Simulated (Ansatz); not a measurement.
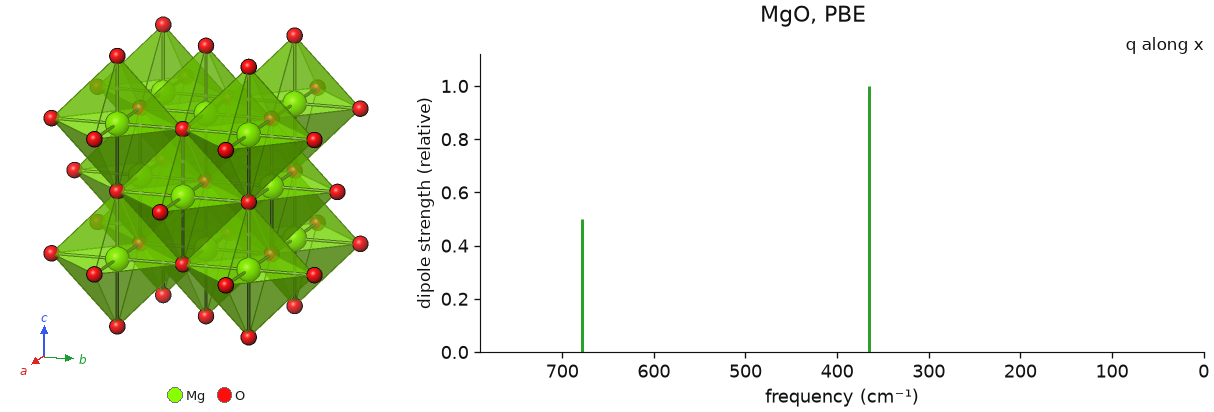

The figure shows the polar optical modes, transverse and longitudinal, approaching the zone centre along x for MgO, space group Fm-3m (No. 225). The spectrum is scaled to its strongest line. The conventional cell is drawn beside the plot.

Starting cell:
```xyz
2
Lattice="0.0000 2.1269 2.1269 2.1269 0.0000 2.1269 2.1269 2.1269 0.0000" Properties=species:S:1:pos:R:3 pbc="T T T"
Mg    0.0000    0.0000    0.0000
O     2.1269    2.1269    2.1269
```

Calculation (Ansatz 0.2.0): optical phonons of an insulator on the approach to the zone centre along x, y and z with the field of polar modes, imaginary frequencies are negative, field response on a mesh refined by the program; plane waves with PAW datasets. Level: PBE, no spin polarisation.

wave cutoff 420 eV; k mesh 10×10×10; occupations fixed; pressure 0 GPa.

Question: Which of the stronger lines are transverse and which longitudinal?

Answer: The transverse (TO, twofold) lines lie at 364.8 and the longitudinal (LO) ones at 678.0 cm⁻¹, the same along x, y and z by the cubic symmetry.
